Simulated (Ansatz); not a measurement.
# TaS2: geometry relaxation (part 2 of 2)

Continued. System: TaS2 (P-3m1, 3 atoms in the cell). Method: DFT PBE, spin-orbit coupling, plane waves, PAW (Ansatz 0.2.0); cutoff 420 eV, 12×12×6 k-mesh, Gaussian smearing of 0.05 eV. The structure derives from an entry of the Crystallography Open Database. It belongs to a series of runs on one base structure; here: volume × 0.960.

Geometry of the input (Å; fractional positions):
```
3.3553  0.0000  0.0000
-1.6776  2.9057  0.0000
0.0000  0.0000  6.6194
Ta 0.0000  0.0000  0.0000
S  0.3333  0.6667  0.2299
S  0.6667  0.3333  0.7701
```

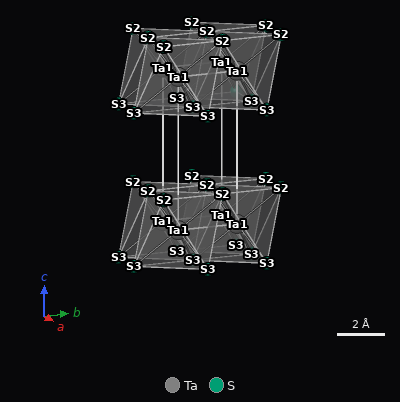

Figure 1. The geometry at step 1 of the log (polyhedral view of the cell of the calculation, seen slightly off an axis; polyhedra are completed across the faces of the cell; atoms are numbered from 1 in the order of the input).

**Log, continued**
```
SCF iter   1: F=—  HF=-11762.061237 eV  |F-HF|=—  |Δ(HF+E_count)|=         —  Δρ=2.51e-3  dr2=8.88e-3  dr2_m=4.71e-8  ethr=3.69e-5  |M|=1.52e-5 ∫|m|=1.41e-4 μB  |m|>n=0.0e0 m-floor=0.0e0 τ_xc=2.3e-11 mc-row=0.0e0  β_m=0.30  ⟨swp⟩=1.8  Hψ=16457  notcnv=0
preconditioner: auto → Kerker (q_TF=auto, 2.329 Å⁻¹)  [metal: Δε(μ)=0.004 eV  Ē_g=8.659 eV  σ=0.050 eV  W_gap=0.05  n_scr=10 (ndim 8)  ℏωp=19.1 eV  f_vac=0.069  D(μ)=1.79/eV (n_scr^D=10)]
spin=Noncollinear: Kerker preconditioning applied to the charge; magnetization (m_x, m_y, m_z) channels mix plain (no charge-response kernel on spin).
SCF iter   2: F=—  HF=-11762.060338 eV  |F-HF|=—  |Δ(HF+E_count)|=   9.00e-4  Δρ=1.64e-3  dr2=3.35e-3  dr2_m=2.34e-8  ethr=3.55e-5  |M|=1.14e-5 ∫|m|=9.13e-5 μB  |m|>n=0.0e0 m-floor=0.0e0 τ_xc=4.2e-10 mc-row=0.0e0  β_m=0.54  ⟨swp⟩=1.0  Hψ=3400  notcnv=0
SCF iter   3: F=—  HF=-11762.059743 eV  |F-HF|=—  |Δ(HF+E_count)|=   5.94e-4  Δρ=4.44e-4  dr2=2.18e-4  dr2_m=2.31e-9  ethr=1.34e-5  |M|=1.53e-5 ∫|m|=3.93e-5 μB  |m|>n=0.0e0 m-floor=0.0e0 τ_xc=6.1e-10 mc-row=0.0e0  β_m=0.73  ⟨swp⟩=1.6  Hψ=3544  notcnv=0
SCF iter   4: F=—  HF=-11762.059702 eV  |F-HF|=—  |Δ(HF+E_count)|=   4.19e-5  Δρ=1.07e-4  dr2=7.45e-6  dr2_m=4.47e-11  ethr=8.73e-7  |M|=8.30e-6 ∫|m|=1.13e-5 μB  |m|>n=0.0e0 m-floor=0.0e0 τ_xc=1.8e-11 mc-row=0.0e0  β_m=0.86  ⟨swp⟩=2.2  Hψ=4733  notcnv=0
SCF iter   5: F=—  HF=-11762.059705 eV  |F-HF|=—  |Δ(HF+E_count)|=   3.00e-6  Δρ=2.83e-5  dr2=6.74e-7  dr2_m=2.58e-12  ethr=2.98e-8  |M|=3.34e-6 ∫|m|=4.79e-6 μB  |m|>n=0.0e0 m-floor=0.0e0 τ_xc=1.6e-12 mc-row=0.0e0  β_m=0.93  ⟨swp⟩=2.2  Hψ=4890  notcnv=0
SCF iter   6: F=-11762.059705 eV  HF=-11762.059705 eV  |F-HF|=1.89e-8  |Δ(HF+E_count)|=   6.11e-7  Δρ=7.19e-6  dr2=7.11e-8  dr2_m=7.98e-13  ethr=1.20e-9  |M|=1.16e-6 ∫|m|=1.75e-6 μB  |m|>n=0.0e0 m-floor=0.0e0 τ_xc=3.6e-14 mc-row=0.0e0  ⟨swp⟩=6.2  Hψ=14132  notcnv=0
the starting moments were not kept: the SCF closed with an absolute magnetisation of 1.7e-6 μB, where they sum to 0.05 μB in size (1 site). That is at most 0.1 of that sum. Measured as dr2_m measures the in/out step, that magnetisation stands 3.8e-13 eV from none, at or under the dr2_threshold of 3.0e-7 eV: it is no larger than a step whose dr2_m would equal this threshold.
SCF 2 converged in 6 iterations: F = -11762.059705 eV  dr2 = 7.11e-8
relax step   2: F+E_penalty+E_count = -11762.05970513 eV  Δ(F+E_penalty+E_count) = -6.809e-3 eV  max|allowed force component| = 1.781e-1 eV/Å  Δτ_max = 0.0396 Å  P = -0.558 GPa  Ω = 64.536 Å³  energy of the carried Pulay correction = +3.035e-18 eV  fix = [volume]  reactions: volume -0.558 GPa  (6 SCF iters, dr2 threshold 3.00e-7 eV, accepted)
Basis set: ecut = 420 eV, 1257 PW (Γ), exchange–correlation on 48×48×90 points (8 copies of the dense FFT grid, shifted against one another)
Projection manifold: j_resolved (fully-relativistic pseudo-atomic orbitals)
iter 1 solved again at ethr=5.13e-7 eV; its pass at ethr=3.10e-3 eV (dr2=1.28e-4 eV) is discarded
SCF iter   1: F=—  HF=-11762.061905 eV  |F-HF|=—  |Δ(HF+E_count)|=         —  Δρ=4.65e-4  dr2=9.89e-5  dr2_m=6.68e-9  ethr=5.13e-7  |M|=8.60e-6 ∫|m|=4.30e-5 μB  |m|>n=0.0e0 m-floor=0.0e0 τ_xc=2.4e-11 mc-row=0.0e0  β_m=0.30  ⟨swp⟩=3.0  Hψ=17286  notcnv=0
preconditioner: auto → Kerker (q_TF=auto, 2.329 Å⁻¹)  [metal: Δε(μ)=0.010 eV  Ē_g=8.664 eV  σ=0.050 eV  W_gap=0.11  n_scr=10 (ndim 8)  ℏωp=19.1 eV  f_vac=0.075  D(μ)=1.72/eV (n_scr^D=10)]
spin=Noncollinear: Kerker preconditioning applied to the charge; magnetization (m_x, m_y, m_z) channels mix plain (no charge-response kernel on spin).
SCF iter   2: F=—  HF=-11762.061896 eV  |F-HF|=—  |Δ(HF+E_count)|=   8.18e-6  Δρ=3.52e-4  dr2=5.87e-5  dr2_m=3.68e-9  ethr=3.96e-7  |M|=6.88e-6 ∫|m|=3.42e-5 μB  |m|>n=0.0e0 m-floor=0.0e0 τ_xc=2.9e-11 mc-row=0.0e0  β_m=0.65  ⟨swp⟩=1.0  Hψ=3400  notcnv=0
SCF iter   3: F=—  HF=-11762.061887 eV  |F-HF|=—  |Δ(HF+E_count)|=   9.31e-6  Δρ=4.64e-5  dr2=2.67e-6  dr2_m=9.29e-12  ethr=2.35e-7  |M|=2.88e-6 ∫|m|=5.79e-6 μB  |m|>n=0.0e0 m-floor=0.0e0 τ_xc=4.3e-12 mc-row=0.0e0  β_m=0.77  ⟨swp⟩=2.3  Hψ=5012  notcnv=0
SCF iter   4: F=—  HF=-11762.061887 eV  |F-HF|=—  |Δ(HF+E_count)|=   3.13e-8  Δρ=2.21e-5  dr2=7.63e-7  dr2_m=2.30e-12  ethr=1.07e-8  |M|=1.57e-6 ∫|m|=2.60e-6 μB  |m|>n=0.0e0 m-floor=0.0e0 τ_xc=9.2e-13 mc-row=0.0e0  β_m=0.88  ⟨swp⟩=1.4  Hψ=3906  notcnv=0
SCF iter   5: F=-11762.061887 eV  HF=-11762.061887 eV  |F-HF|=5.45e-8  |Δ(HF+E_count)|=   7.44e-8  Δρ=7.38e-6  dr2=1.80e-7  dr2_m=2.34e-13  ethr=1.20e-9  |M|=3.73e-7 ∫|m|=6.12e-7 μB  |m|>n=0.0e0 m-floor=0.0e0 τ_xc=5.3e-15 mc-row=0.0e0  ⟨swp⟩=5.2  Hψ=12527  notcnv=0
the starting moments were not kept: the SCF closed with an absolute magnetisation of 6.1e-7 μB, where they sum to 0.05 μB in size (1 site). That is at most 0.1 of that sum. Measured as dr2_m measures the in/out step, that magnetisation stands 4.9e-14 eV from none, at or under the dr2_threshold of 3.0e-7 eV: it is no larger than a step whose dr2_m would equal this threshold.
SCF 3 converged in 5 iterations: F = -11762.061887 eV  dr2 = 1.80e-7
relax step   3: F+E_penalty+E_count = -11762.06188702 eV  Δ(F+E_penalty+E_count) = -2.182e-3 eV  max|allowed force component| = 2.102e-4 eV/Å  Δτ_max = 0.0092 Å  P = +0.129 GPa  Ω = 64.536 Å³  energy of the carried Pulay correction = -4.553e-18 eV  fix = [volume]  reactions: volume +0.129 GPa  (5 SCF iters, dr2 threshold 3.00e-7 eV, accepted)
Projection manifold: j_resolved (fully-relativistic pseudo-atomic orbitals)
Initial wavefunctions: pseudopotential atomic-orbital guess (no wavefunctions were taken with the density)
iter 1 solved again at ethr=8.69e-7 eV; its pass at ethr=3.10e-3 eV (dr2=2.17e-4 eV) is discarded
SCF iter   1: F=—  HF=-11762.061815 eV  |F-HF|=—  |Δ(HF+E_count)|=         —  Δρ=6.30e-5  dr2=2.48e-7  dr2_m=3.74e-13  ethr=8.69e-7  |M|=1.22e-7 ∫|m|=1.06e-6 μB  |m|>n=0.0e0 m-floor=0.0e0 τ_xc=6.1e-14 mc-row=0.0e0  β_m=0.30  ⟨swp⟩=3.0  Hψ=27099  notcnv=0
eigensolver tolerance schedule: the retry pair's looser diagonalisation over-reported the residual by 874.23 of it (diagonalisation noise at 0.32 of the residual, at the tolerance the schedule requests for it); recorded, not acted on — ethr = c·dr2/N_el stays at c = 1.0e-1
preconditioner: auto → Kerker (q_TF=auto, 2.329 Å⁻¹)  [metal: Δε(μ)=0.010 eV  Ē_g=8.665 eV  σ=0.050 eV  W_gap=0.11  n_scr=10 (ndim 8)  ℏωp=19.1 eV  f_vac=0.075  D(μ)=1.71/eV (n_scr^D=10)]
spin=Noncollinear: Kerker preconditioning applied to the charge; magnetization (m_x, m_y, m_z) channels mix plain (no charge-response kernel on spin).
SCF iter   2: F=—  HF=-11762.061853 eV  |F-HF|=—  |Δ(HF+E_count)|=   3.74e-5  Δρ=4.45e-5  dr2=1.50e-7  dr2_m=1.29e-13  ethr=9.92e-10  |M|=6.59e-7 ∫|m|=7.30e-7 μB  |m|>n=0.0e0 m-floor=0.0e0 τ_xc=5.3e-14 mc-row=0.0e0  β_m=0.65  ⟨swp⟩=2.4  Hψ=5543  notcnv=0
SCF iter   3: F=—  HF=-11762.061889 eV  |F-HF|=—  |Δ(HF+E_count)|=   3.57e-5  Δρ=3.77e-6  dr2=5.23e-8  dr2_m=2.32e-13  ethr=5.99e-10  |M|=1.75e-7 ∫|m|=3.65e-7 μB  |m|>n=0.0e0 m-floor=0.0e0 τ_xc=2.2e-13 mc-row=0.0e0  β_m=0.71  ⟨swp⟩=2.0  Hψ=4639  notcnv=0
SCF iter   4: F=—  HF=-11762.061889 eV  |F-HF|=—  |Δ(HF+E_count)|=   7.16e-7  Δρ=6.60e-6  dr2=1.84e-8  dr2_m=9.62e-14  ethr=2.09e-10  |M|=2.82e-7 ∫|m|=3.65e-7 μB  |m|>n=0.0e0 m-floor=0.0e0 τ_xc=1.2e-13 mc-row=0.0e0  β_m=0.86  ⟨swp⟩=2.1  Hψ=4103  notcnv=0
SCF iter   5: F=-11762.061890 eV  HF=-11762.061890 eV  |F-HF|=2.91e-10  |Δ(HF+E_count)|=   7.22e-7  Δρ=4.82e-7  dr2=1.29e-10  dr2_m=7.03e-15  ethr=2.40e-12  |M|=1.14e-7 ∫|m|=1.41e-7 μB  |m|>n=0.0e0 m-floor=0.0e0 τ_xc=5.4e-16 mc-row=0.0e0  ⟨swp⟩=4.1  Hψ=14371  notcnv=0
the starting moments were not kept: the SCF closed with an absolute magnetisation of 1.4e-7 μB, where they sum to 0.05 μB in size (1 site). That is at most 0.1 of that sum. Measured as dr2_m measures the in/out step, that magnetisation stands 2.7e-15 eV from none, at or under the dr2_threshold of 6.0e-10 eV: it is no larger than a step whose dr2_m would equal this threshold.
SCF 4 converged in 5 iterations: F = -11762.061890 eV  dr2 = 1.29e-10
relax step   4: F+E_penalty+E_count = -11762.06188994 eV  Δ(F+E_penalty+E_count) = -2.924e-6 eV  max|allowed force component| = 3.830e-4 eV/Å  Δτ_max = 0.0000 Å  P = +0.128 GPa  Ω = 64.536 Å³  fix = [volume]  reactions: volume +0.128 GPa  stress off target by 7.21e-2 GPa on what of the cell is left free  SCF on the basis re-selected at this cell (its energy is not comparable with the rows above)  (5 SCF iters)
basis re-selected at this cell: Δ(F+E_penalty+E_count) = -2.924e-6 eV, ΔP = -0.001 GPa vs the last step (what re-selecting the basis moved, of the pressure what is left beyond the Pulay correction that the steps carried, after the strain that the cell walked since its last selection, with what the two solves' SCF thresholds leave and, on support functions, any second-order correction that the steps lacked; it is no measure of the basis error at this ecutwfc). This SCF's stress stands 7.21e-2 GPa from its target on what of the cell is left free (relax.cell.stress_tol is 1.00e-1 GPa) and its largest allowed force component is 3.83e-4 eV/Å (relax.f_tol is 1.00e-2 eV/Å): within both
SCF converged after 5 iterations
Magnetization: |M| = 0.0000 μB,  M = (+0.0000, +0.0000, +0.0000) μB
Absolute magnetization: 0.0000 μB (∫|m|, with the PAW one-centre terms)
  site 0: m = (+0.0000, +0.0000, +0.0000) μB, |m| = 0.0000 μB  (R = 1.02 Å)
  site 1: m = (+0.0000, -0.0000, +0.0000) μB, |m| = 0.0000 μB  (R = 1.02 Å)
  site 2: m = (-0.0000, +0.0000, +0.0000) μB, |m| = 0.0000 μB  (R = 1.02 Å)
Free energy (F): -11762.061890 eV
Harris-Foulkes:  -11762.061890 eV  (|F-HF|=2.91e-10)
Internal energy: -11762.059747 eV  (E = F + TS)
E sigma→0 (E₀):  -11762.060818 eV
Entropy (-TS):   -0.002143 eV (-0.714 meV/atom)
Fermi energy:    8.881496 eV
--- Per-component energies (eV) ---
  E_band       = -231.727259
  E_kinetic    = 578.658901
  E_local      = -1725.480917  (includes V_loc(G=0)·N_el)
  E_nonlocal   = 67.621627
  E_hartree    = 674.258083
  E_xc         = -412.377576
  E_vxc        = -378.702894  (∫ρ·V_xc dr)
  E_paw        = -9616.515910  (= ΣΔE_a)
  E_vpaw       = -122.340580  (= ΣTr[D̂ρ^β])
  E_aug_tail   = 0.000138  (compensation charges beyond the density's cutoff)
  E_ewald      = -1328.224094
  E_smearing   = -0.002143  (= −TS)
  E_closure    = -0.000000  (closes the sum)
  Σ components = -11762.061890   (vs F -11762.061890, Δ=0.00e0)
--- Forces (eV/Å), atoms counted from 1 ---
  atom   1  Ta     0.00000000     0.00000000     0.00000000
  atom   2  S     -0.00000000    -0.00000000    -0.00038301
  atom   3  S     -0.00000000     0.00000000     0.00038301
  max |Σ_I F_I| component: 1.73e-18 eV/Å
--- Stress (GPa, compression-positive) ---
        0.092157       0.000000      -0.000000
        0.000000       0.092157       0.000000
       -0.000000       0.000000       0.200323
  P = ⅓ Tr σ = 0.1282 GPa (1.282 kbar)
--- Band table (eV; the first three rows and the last of 100) ---
  k-point 0: bands = ["-59.8616", "-59.8616", "-32.7306", "-32.7306", "-24.0194", "-24.0194", "-23.9789", "-23.9789", "-5.8624", "-5.8624", "-4.2814", "-4.2814", "2.3915", "2.3915", "4.9745", "4.9745", "5.0660", "5.0660", "6.9142", "6.9142", "8.0364", "8.0364", "8.1661", "8.1661", "8.8017", "8.8017", "8.9913", "8.9913", "9.2055", "9.2055", "12.7513", "12.7513", "12.7906", "12.7906"]
  k-point 1: bands = ["-59.8616", "-59.8616", "-32.7306", "-32.7306", "-24.0195", "-24.0195", "-23.9789", "-23.9789", "-5.8409", "-5.8409", "-4.3224", "-4.3224", "2.5156", "2.5156", "4.9766", "4.9766", "5.0682", "5.0682", "6.5659", "6.5659", "8.0237", "8.0237", "8.1555", "8.1555", "8.8864", "8.8864", "8.9894", "8.9894", "9.3523", "9.3523", "12.7834", "12.7834", "12.8229", "12.8229"]
  k-point 2: bands = ["-59.8616", "-59.8616", "-32.7306", "-32.7306", "-24.0195", "-24.0195", "-23.9789", "-23.9789", "-5.7947", "-5.7947", "-4.4067", "-4.4067", "2.8010", "2.8010", "4.9806", "4.9806", "5.0726", "5.0726", "5.9575", "5.9575", "8.0019", "8.0019", "8.1345", "8.1345", "8.9327", "8.9327", "8.9857", "8.9857", "9.6301", "9.6301", "12.8486", "12.8486", "12.8881", "12.8881"]
  k-point 99: bands = ["-59.8487", "-59.8487", "-32.7872", "-32.7872", "-24.2176", "-24.2176", "-24.0442", "-24.0442", "-3.9666", "-3.9666", "-3.8704", "-3.8704", "3.4934", "3.4934", "3.5394", "3.5394", "3.7113", "3.7113", "5.2376", "5.2376", "5.3162", "5.3162", "5.3821", "5.3821", "10.1711", "10.1711", "10.1910", "10.1910", "10.5123", "10.5123", "13.5241", "13.5241", "13.5554", "13.5554"]
--- Relaxed structure (3 steps of the walk, 3 accepted, 1 SCFs on fresh bases) ---
  F+E_penalty+E_count = -11762.06188994 eV   max|allowed force component| = 3.830e-4 eV/Å   (the final SCF, on the basis selected at the relaxed cell)
  cell:  # Å, volume = 64.5365 Å³
    - [3.3758167622327173, 0.0, 0.0]
    - [-1.6879083811163587, 2.9235430746148654, -1.1626479553286855e-34]
    - [0.0, -2.64857262571868e-34, 6.539083919576764]
  atoms:
    - { symbol: Ta, position: [3.84167215382978e-35, 7.364454091257882e-35, -2.5737787947340145e-85] }
    - { symbol: S, position: [0.3333333333333333, 0.6666666666666666, 0.23445631896449382] }
    - { symbol: S, position: [0.6666666666666666, 0.3333333333333333, 0.7655436810355061] }
--- Löwdin populations: 3 sites ---
  site symbol       q [e]
     0     Ta     12.3791
     1      S      6.2098
     2      S      6.2098
  spilling = 0.008051 (of n_electrons = 25.000000)
```

**Trajectory as extended XYZ (Å, eV, eV/Å), 4 frames, from step=1 to step=4**
```
3
Lattice="3.3553 0.0000 0.0000 -1.6776 2.9057 0.0000 0.0000 0.0000 6.6194" Properties=species:S:1:pos:R:3:forces:R:3 step=1 energy=-11762.05290 pressure_GPa=2.44
Ta    0.0000    0.0000    0.0000    0.0000   0.0000   0.0000
S     0.0000    1.9372    1.5216    0.0000   0.0000   0.3231
S     1.6776    0.9686    5.0979    0.0000   0.0000  -0.3231
3
Lattice="3.3701 0.0000 0.0000 -1.6850 2.9186 0.0000 0.0000 0.0000 6.5615" Properties=species:S:1:pos:R:3:forces:R:3 step=2 energy=-11762.05970 pressure_GPa=-0.56
Ta    0.0000    0.0000    0.0000    0.0000   0.0000   0.0000
S     0.0000    1.9457    1.5475    0.0000   0.0000  -0.1781
S     1.6850    0.9729    5.0140    0.0000   0.0000   0.1781
3
Lattice="3.3758 0.0000 0.0000 -1.6879 2.9235 0.0000 0.0000 0.0000 6.5391" Properties=species:S:1:pos:R:3:forces:R:3 step=3 energy=-11762.06189 pressure_GPa=0.13
Ta    0.0000    0.0000    0.0000    0.0000   0.0000   0.0000
S     0.0000    1.9490    1.5331    0.0000   0.0000  -0.0002
S     1.6879    0.9745    5.0060    0.0000   0.0000   0.0002
3
Lattice="3.3758 0.0000 0.0000 -1.6879 2.9235 0.0000 0.0000 0.0000 6.5391" Properties=species:S:1:pos:R:3:forces:R:3 step=4 energy=-11762.06189 pressure_GPa=0.13
Ta    0.0000    0.0000    0.0000    0.0000   0.0000   0.0000
S     0.0000    1.9490    1.5331    0.0000   0.0000  -0.0004
S     1.6879    0.9745    5.0060    0.0000   0.0000   0.0004
```

**Key numbers**

| quantity | value |
| --- | --- |
| outcome | converged |
| space group (tolerance 0.01 Å) | P-3m1 (164) |
| electrons treated | 25 |
| free energy | −11762.0619 eV |
| Fermi energy | 8.881 eV |
| gap on the k-point mesh | none (metallic) |
| net moment of the cell | 0.00 μB |
| integrated absolute moment | 0.00 μB |
| pressure | 0.13 GPa |
| final volume | 64.54 Å³ |
| largest force (length of the vector) at the end | under 0.001 eV/Å |
| final cell | a = 3.376 Å, b = 3.376 Å, c = 6.539 Å, α = 90.00°, β = 90.00°, γ = 120.00° |
| hardware | 4 threads of Arm Neoverse V1, 24 GiB of memory available, shared host |
| wall time | 80 s (CPU time 5.2 min) |
| peak memory | 0.81 GiB |

**Remarks**

The program warns: some starting moments were not kept.
